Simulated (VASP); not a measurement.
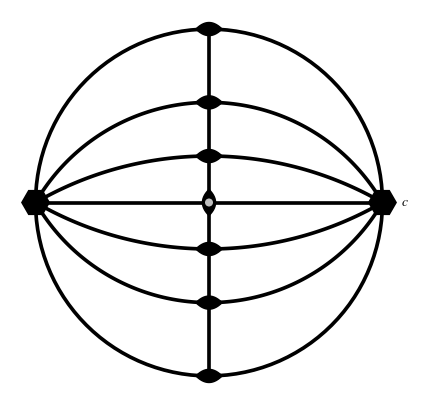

Stereographic projection: heavy lines are mirror planes (a heavy rim: a mirror in the plane of the page); lens, triangle, square and hexagon are 2-, 3-, 4- and 6-fold axes, a lens in an open square is −4, a triangle in an open hexagon −6; thin dashed diameters join the ends of axes that lie in the page; a small open circle marks inversion. The a axis points at the viewer. Computed from the symmetry operations of a computed or model structure of composition C.

Which point group is this?

6/mmm (D6h), order 24, hexagonal system: one sixfold axis, six twofold axes, seven mirror planes, an inversion centre.

Which physical properties does it allow?

It is centrosymmetric, so neither piezoelectric nor pyroelectric; it is not chiral.
